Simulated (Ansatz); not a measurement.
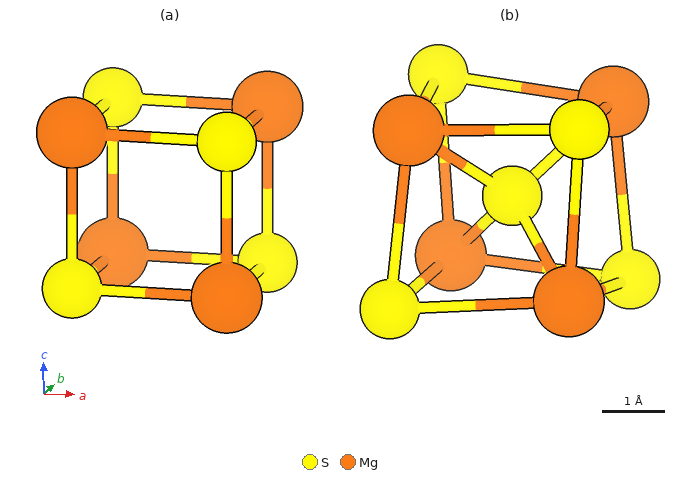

Left: perfect MgS. Right: the same region with one point defect, after relaxing the atoms in a supercell of 64 sites. The picture is a ball-and-stick view of the atoms within 3.3 Å of one point, seen slightly off an axis.

These are results of DFT, PBEsol, PAW, plane waves (Ansatz), not measurements. Settings: plane-wave cutoff 420 eV; k-point mesh 1 × 1 × 1; mesh shifted by (0.25, 0.25, 0.25); no spin polarisation. Fermi-Dirac smearing of 0.01 eV. A uniform background neutralises the charged cell. The axes drawn are those of the host's conventional cell.

Which defect is it?

An extra sulfur atom is put between the host's atoms (an interstitial).

The charge state of the cell is −2.

How does the lattice respond?

The S atom starts with 4 Mg at 2.24 Å, 4 S at 2.24 to 2.25 Å around its place and ends with 4 Mg at 2.32 to 2.34 Å, 3 S at 2.76 Å. Of the host's atoms, a sulfur atom moves furthest from its site, by 0.53 Å. The S atom itself moves 0.06 Å from where it was put.

Limits of the set-up: the cell is charged, on a uniform background, and energies carry no finite-size correction.
